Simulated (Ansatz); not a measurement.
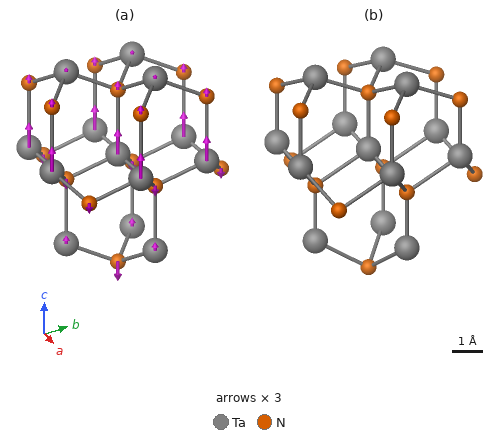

The structure of crystalline TaN (a generated structure, set up in P3m1) before (left) and after (right) a relaxation, at one scale. The purple arrows give the displacements (the part carried along by the change of the cell is left out), 3 times their true length.

The picture is a ball-and-stick view of the atoms within 4.2 Å of the atom that moves most (axes of the cell of the calculation), seen slightly off an axis.

Case: stacking ABACB.

Level of theory: DFT PBE, scalar-relativistic, plane waves, PAW (Ansatz).

The input:
```yaml
crystal:
  lattice:
    - [3.1522049234, 0.0, 0.0]
    - [-1.5761024617, 2.7298895416, 0.0]
    - [0.0, 0.0, 15.2607494048]
  atoms:
    - { symbol: Ta, position: [0.0, 0.0, 0.0] }
    - { symbol: "N", position: [0.0, 0.0, 0.15] }
    - { symbol: Ta, position: [0.3333333333, 0.6666666667, 0.2] }
    - { symbol: "N", position: [0.3333333333, 0.6666666667, 0.35] }
    - { symbol: Ta, position: [0.0, 0.0, 0.4] }
    - { symbol: "N", position: [0.0, 0.0, 0.55] }
    - { symbol: Ta, position: [0.6666666667, 0.3333333333, 0.6] }
    - { symbol: "N", position: [0.6666666667, 0.3333333333, 0.75] }
    - { symbol: Ta, position: [0.3333333333, 0.6666666667, 0.8] }
    - { symbol: "N", position: [0.3333333333, 0.6666666667, 0.95] }
basis:
  ecutwfc: 420
kpoints:
  mp_grid: { grid: [18, 18, 4] }
hamiltonian:
  xc: pbe
scf:
  occupations: { method: gaussian, width: 0.1 }
output:
  forces: true
  stress: true
  eigenvalues: true
  populations: true
relax:
  adjacent_minimum: "off"
  f_tol: 0.01
  max_steps: 45
  cell: { stress_tol: 0.05 }
```

Command:
```bash
ansatz run input.yaml --threads 1 --pin off --max-ram 2560MiB --backend cpu --events-out ev --progress --plain --runs-dir out
```

**What changed between the two?**

The run was cut off at its time limit before the relaxation converged, so the last structure is only a point on the way. Over 3 geometry steps the energy falls by 219 meV per atom. Largest force component: 3.5 eV/Å at the start, 1.4 eV/Å at the end. The pressure goes from 13.84 to −0.11 GPa. The largest move relative to the cell is that of Ta3, 0.30 Å along +c. By element the largest moves are Ta 0.30 Å, N 0.23 Å. The drawn cell changes as follows: a = b 3.152 → 3.248 Å (+3.0 %), c 15.261 → 14.641 Å (−4.1 %); the volume changes by +1.9 %. Among the contacts that change: Ta1–N2 2.289 → 1.972 Å, Ta3–N4 2.289 → 2.002 Å, Ta3–Ta5 3.554 → 3.268 Å, N2–Ta3 1.973 → 2.204 Å. Among the angles between lasting bonds that change: N2–Ta3–N2 106.0° → 95.0°, Ta3–N2–Ta3 106.0° → 95.0°, Ta1–N2–Ta3 112.7° → 121.7°. The space group stays P3m1 (No. 156).
